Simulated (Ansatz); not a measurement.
# Geometry relaxation, with input and output: MoSi$_{2}$ (part 2 of 2)

The same run, continued: MoSi$_{2}$ (I4/mmm, 3 atoms in the cell); DFT PBE, scalar-relativistic, plane waves, PAW, no spin polarisation (Ansatz 0.2.0); cutoff 420 eV, 18×18×18 k-mesh, Gaussian smearing of 0.1 eV. The structure derives from a Materials Project entry.

Geometry of the input (Å; fractional positions):
```
-1.6021  1.6021  3.9081
1.6021  -1.6021  3.9081
1.6021  1.6021  -3.9081
Si 0.6646  0.6646  0.0000
Si 0.3354  0.3354  0.0000
Mo 0.0000  0.0000  0.0000
```

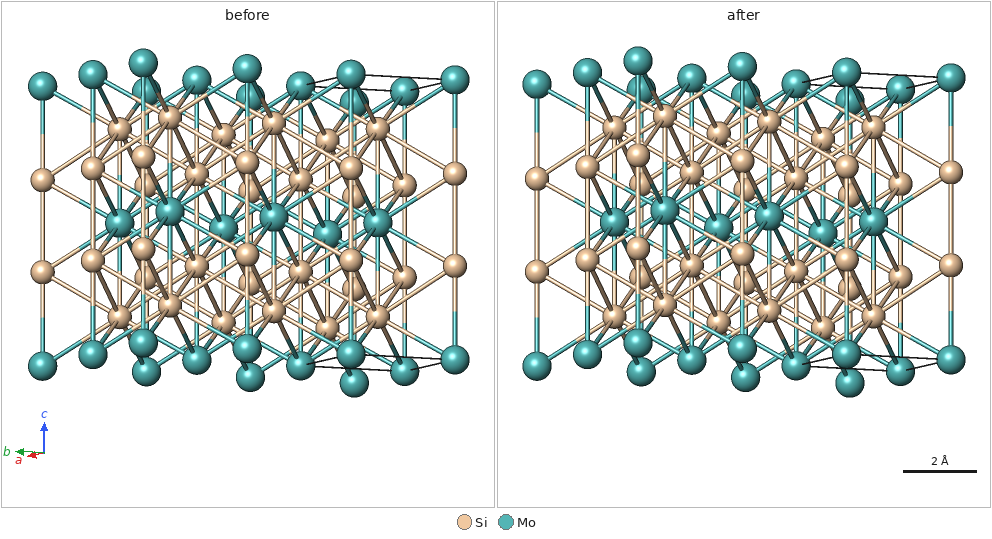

Fig. 1: Before (left) and after (right) the relaxation, at one scale (ball-and-stick view of the cell 2 times as large as that of the calculation, set on its symmetry axes, repeated 2 × 3 × 1, seen at an oblique angle). The atoms keep their places relative to the cell (all moves are under 0.005 Å). The volume changes by +1.5 %, with a = b 3.204 → 3.217 Å (+0.4 %), c 7.816 → 7.873 Å (+0.7 %). Among the contacts that change: Si1–Si2 2.573 → 2.597 Å, Si1–Mo3 2.622 → 2.638 Å. The space group stays I4/mmm (No. 139). After 3 geometry steps the energy has fallen by 2.3 meV per atom. Largest force component: 0.09 eV/Å at the start, 0.0028 eV/Å at the end. Pressure: 3.36 GPa at the start and 0.01 GPa at the end. A last SCF at the same geometry on a re-selected plane-wave basis shifts the energy by −0.1 meV per atom. (Atoms are counted from 1 in the order of the input.)

```
basis re-selected at this cell: Δ(F+E_penalty+E_count) = -1.536e-4 eV, ΔP = +0.003 GPa vs the last step (what re-selecting the basis moved, of the pressure what is left beyond the Pulay correction that the steps carried, after the strain that the cell walked since its last selection, with what the two solves' SCF thresholds leave and, on support functions, any second-order correction that the steps lacked; it is no measure of the basis error at this ecutwfc). This SCF's stress stands 9.70e-3 GPa from its target on what of the cell is left free (relax.cell.stress_tol is 5.00e-2 GPa) and its largest allowed force component is 2.79e-3 eV/Å (relax.f_tol is 5.00e-3 eV/Å): within both
SCF converged after 4 iterations
Free energy (F): -6229.126042 eV
Harris-Foulkes:  -6229.126042 eV  (|F-HF|=1.82e-12)
Internal energy: -6229.124883 eV  (E = F + TS)
E sigma→0 (E₀):  -6229.125462 eV
Entropy (-TS):   -0.001159 eV (-0.386 meV/atom)
Fermi energy:    15.741914 eV
--- Per-component energies (eV) ---
  E_band       = -51.142914
  E_kinetic    = 530.210508
  E_local      = -1157.983169  (includes V_loc(G=0)·N_el)
  E_nonlocal   = 192.518130
  E_hartree    = 430.639858
  E_xc         = -298.079035
  E_vxc        = -328.299671  (∫ρ·V_xc dr)
  E_paw        = -4226.711080  (= ΣΔE_a)
  E_vpaw       = -148.868557  (= ΣTr[D̂ρ^β])
  E_aug_tail   = 0.000040  (compensation charges beyond the density's cutoff)
  E_ewald      = -1699.720136
  E_smearing   = -0.001159  (= −TS)
  E_closure    = 0.000000  (closes the sum)
  Σ components = -6229.126042   (vs F -6229.126042, Δ=0.00e0)
--- Forces (eV/Å), atoms counted from 1 ---
  atom   1  Si     0.00000000    -0.00000000    -0.00279149
  atom   2  Si    -0.00000000    -0.00000000     0.00279149
  atom   3  Mo    -0.00000000     0.00000000     0.00000000
  max |Σ_I F_I| component: 4.86e-17 eV/Å
--- Stress (GPa, compression-positive) ---
        0.003579       0.000000      -0.000000
        0.000000       0.003579       0.000000
        0.000000      -0.000000       0.009695
  P = ⅓ Tr σ = 0.0056 GPa (0.056 kbar)
--- Band table (eV; the first three rows and the last of 480) ---
  k-point 0: bands = ["-44.9917", "-19.1322", "-19.0622", "-19.0622", "2.4219", "9.4380", "12.3210", "12.7539", "13.1591", "13.1591", "16.0995", "18.8172", "18.9879", "19.2156", "19.2156"]
  k-point 1: bands = ["-44.9907", "-19.1308", "-19.0695", "-19.0684", "2.5166", "9.5225", "11.9531", "12.7786", "12.9166", "13.5631", "15.7355", "18.4938", "19.0750", "19.1587", "19.2616"]
  k-point 2: bands = ["-44.9877", "-19.1266", "-19.0900", "-19.0862", "2.7965", "9.7584", "11.4300", "12.3285", "12.8562", "14.1289", "14.8656", "18.0299", "19.0026", "19.3701", "19.3991"]
  k-point 479: bands = ["-44.9912", "-19.1548", "-19.0638", "-19.0638", "4.2943", "5.7125", "12.2879", "13.5926", "15.1749", "15.1749", "15.2600", "15.2600", "16.2302", "20.4363", "20.7321"]
--- Relaxed structure (4 steps of the walk, 4 accepted, 1 SCFs on fresh bases) ---
  F+E_penalty+E_count = -6229.12604201 eV   max|allowed force component| = 2.791e-3 eV/Å   (the final SCF, on the basis selected at the relaxed cell)
  cell:  # Å, volume = 40.7351 Å³
    - [-1.6084341557338333, 1.6084341557338333, 3.9364239981455693]
    - [1.6084341557338333, -1.6084341557338333, 3.9364239981455693]
    - [1.6084341557338333, 1.6084341557338333, -3.9364239981455693]
  atoms:
    - { symbol: Si, position: [0.664922062087249, 0.664922062087249, 1.1444126323203308e-33] }
    - { symbol: Si, position: [0.33507793791275126, 0.33507793791275126, 1.2204853585639145e-33] }
    - { symbol: Mo, position: [-3.756792180696282e-20, -3.756792180696531e-20, -2.407612798714902e-33] }
```

Trajectory as extended XYZ (Å, eV, eV/Å), 5 frames, from step=1 to step=5
```
3
Lattice="-1.6021 1.6021 3.9081 1.6021 -1.6021 3.9081 1.6021 1.6021 -3.9081" Properties=species:S:1:pos:R:3:forces:R:3 step=1 energy=-6229.11901 pressure_GPa=3.36
Si    0.0000    0.0000    5.1944    0.0000   0.0000   0.0905
Si    0.0000    0.0000    2.6218    0.0000   0.0000  -0.0905
Mo    0.0000    0.0000    0.0000    0.0000   0.0000   0.0000
3
Lattice="-1.6104 1.6104 3.9403 1.6104 -1.6104 3.9403 1.6104 1.6104 -3.9403" Properties=species:S:1:pos:R:3:forces:R:3 step=2 energy=-6229.12555 pressure_GPa=-0.70
Si    0.0000    0.0000    5.2399    0.0000   0.0000  -0.0078
Si    0.0000    0.0000    2.6408    0.0000   0.0000   0.0078
Mo    0.0000    0.0000    0.0000    0.0000   0.0000   0.0000
3
Lattice="-1.6083 1.6083 3.9372 1.6083 -1.6083 3.9372 1.6083 1.6083 -3.9372" Properties=species:S:1:pos:R:3:forces:R:3 step=3 energy=-6229.12589 pressure_GPa=-0.01
Si    0.0000    0.0000    5.2356    0.0000   0.0000   0.0007
Si    0.0000    0.0000    2.6387    0.0000   0.0000  -0.0007
Mo    0.0000    0.0000    0.0000    0.0000   0.0000   0.0000
3
Lattice="-1.6084 1.6084 3.9364 1.6084 -1.6084 3.9364 1.6084 1.6084 -3.9364" Properties=species:S:1:pos:R:3:forces:R:3 step=4 energy=-6229.12589 pressure_GPa=0.00
Si    0.0000    0.0000    5.2348    0.0000   0.0000  -0.0028
Si    0.0000    0.0000    2.6380    0.0000   0.0000   0.0028
Mo    0.0000    0.0000    0.0000    0.0000   0.0000   0.0000
3
Lattice="-1.6084 1.6084 3.9364 1.6084 -1.6084 3.9364 1.6084 1.6084 -3.9364" Properties=species:S:1:pos:R:3:forces:R:3 step=5 energy=-6229.12604 pressure_GPa=0.01
Si    0.0000    0.0000    5.2348    0.0000   0.0000  -0.0028
Si    0.0000    0.0000    2.6380    0.0000   0.0000   0.0028
Mo    0.0000    0.0000    0.0000    0.0000   0.0000   0.0000
```

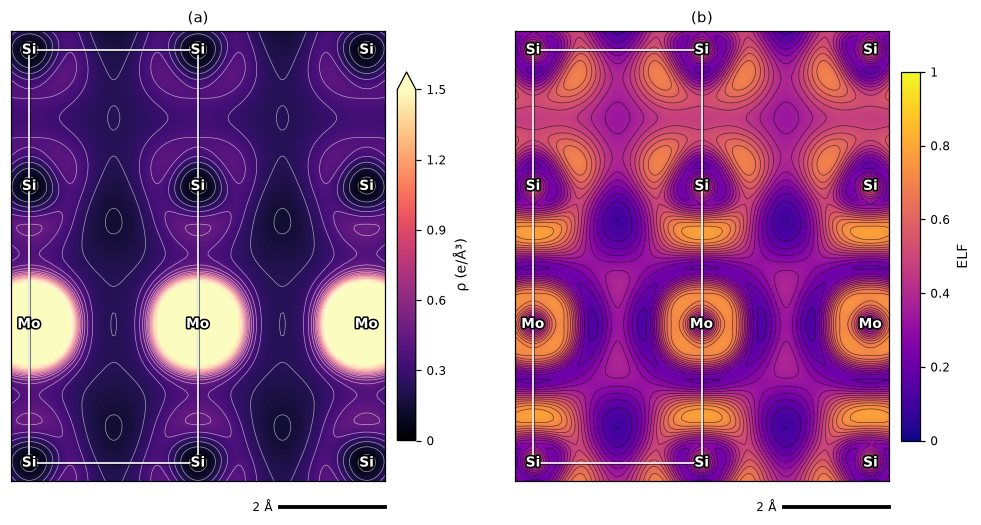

Fig. 2: (a) valence charge density (pseudo); (b) ELF on the (010) plane of the conventional cell. The section cuts through Si and Mo sites. Si–Mo (2.64 Å): the density is about 0.39 e/Å³ at the midpoint; the ELF is about 0.40 at the midpoint. Away from the nuclei the density in this plane falls to 0.14 e/Å³ at its lowest. The strong features right at Mo lie inside the PAW spheres (semicore, d or f shells) and say nothing about bonding. In a PAW calculation such maps are meaningful between the atoms, not at the nuclei.

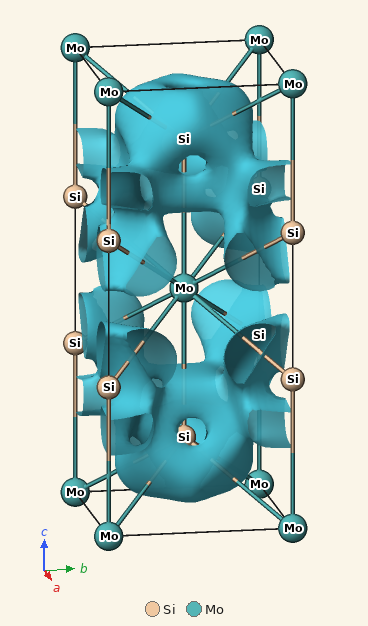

Fig. 3: Isosurface of the ELF at 0.55 (cyan), seen slightly off an axis. Core shells and regions of very low density are left out. Sticks mark near contacts. The outline is the cell set on symmetry axes. The ELF exceeds this value in sheets that run through the cell in two directions, counted in one cell of 6 atoms.  Values along the shortest contacts: Si–Mo (2.62 Å): the ELF is about 0.40 at the midpoint.

Summary

| quantity | value |
| --- | --- |
| outcome | converged |
| space group (tolerance 0.01 Å) | I4/mmm (139) |
| electrons treated | 22 |
| free energy | −6229.1260 eV |
| Fermi energy | 15.742 eV |
| gap on the k-point mesh | none (metallic) |
| pressure | 0.01 GPa |
| final volume | 40.74 Å³ |
| largest force (length of the vector) at the end | 0.003 eV/Å |
| final cell | a = 4.546 Å, b = 4.546 Å, c = 4.546 Å, α = 138.56°, β = 138.56°, γ = 60.04° |
| wall time | 23 s (CPU time 78 s) |
| peak memory | 0.59 GiB |
